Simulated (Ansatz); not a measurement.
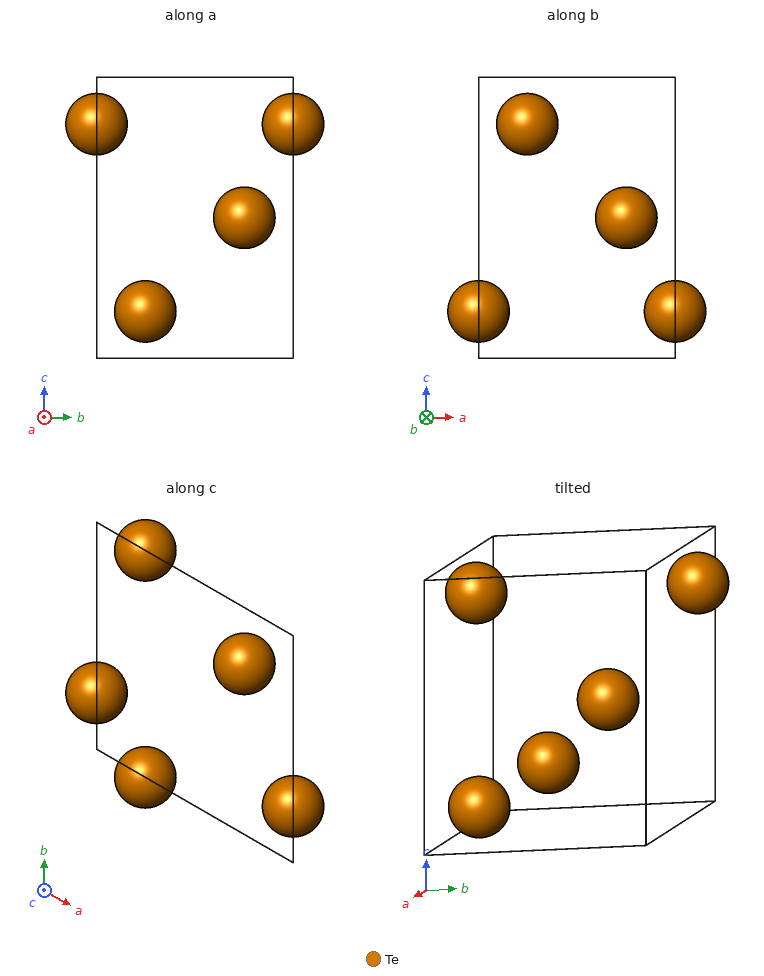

Structure drawing (spheres-only), viewed along the a axis, along the b axis, along the c axis and slightly off an axis. The conventional unit cell is drawn as a box.

Lattice parameters: a = 4.6868 Å, b = 4.6868 Å, c = 5.8008 Å, α = 90.000°, β = 90.000°, γ = 120.000°.

Question: Write down what is shown as a CIF with its space group and independent sites, with free fractional coordinates to two decimals.

Answer:
```cif
data_structure
_symmetry_space_group_name_H-M 'P 31 2 1'
_symmetry_Int_Tables_number 152
_cell_length_a 4.6868
_cell_length_b 4.6868
_cell_length_c 5.8008
_cell_angle_alpha 90.000
_cell_angle_beta 90.000
_cell_angle_gamma 120.000
_cell_volume 110.35
loop_
_atom_site_label
_atom_site_type_symbol
_atom_site_symmetry_multiplicity
_atom_site_Wyckoff_symbol
_atom_site_fract_x
_atom_site_fract_y
_atom_site_fract_z
_atom_site_occupancy
Te1 Te 3 b 0.25 0.00 0.8333 1
```

The starting point was a structure type known for this element. It was relaxed at fixed volume with DFT HSE06, scalar-relativistic, plane waves, PAW (Ansatz 0.2.0).
